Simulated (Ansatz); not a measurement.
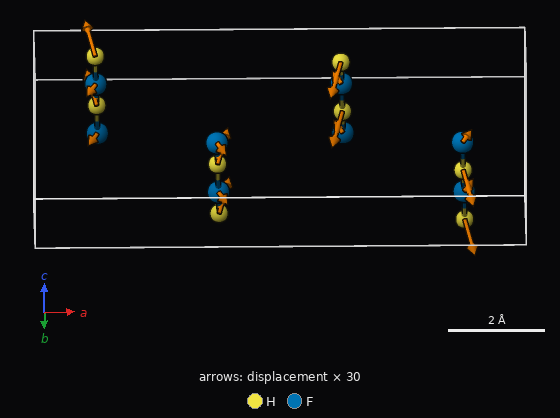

A relaxation of crystalline HF (built on the GeS-62 type type). The starting structure is drawn; orange arrows show the displacements (the part carried along by the change of the cell is left out), magnified 30 times.

Style: ball-and-stick. Shown: the cell of the calculation, from a free direction.

Computed with DFT, r2SCAN+rVV10, plane waves, PAW (Ansatz). Settings: plane-wave cutoff 500 eV; k-point mesh 2 × 10 × 6; occupations fermi dirac; smearing width 0.03 eV; no spin polarisation; cell and atoms relaxed; force threshold 0.01 eV/Å; at most 120 steps.

What happened in the run?

Answer. The largest moves relative to the cell, 0.031 Å, are those of H atoms. Largest moves by element: H 0.031 Å, F 0.013 Å. Cell: a 10.342 → 9.387 Å (−9.2 %), b 2.255 → 2.243 Å (−0.5 %), c 3.986 → 3.094 Å (−22.4 %). Volume −29.9 %. Some distances before and after: F–H 1.130 → 1.126 Å. Among the angles between lasting bonds that change: F–H–F 172.1° → 169.7°, H–F–H 172.1° → 169.7°. The space group stays Pnma (No. 62). The energy falls by 19.6 meV per atom in 12 accepted moves (15 points after the start). The largest force component goes from 0.03 to 0.0005 eV/Å. Pressure: −1.56 GPa at the start and 0.02 GPa at the end. The line search rejected the trial step at point 8 of the run. At 2 points the geometry stayed and the basis and grid were re-selected for the new cell (energy shift of 2.9 meV per atom at most each time).
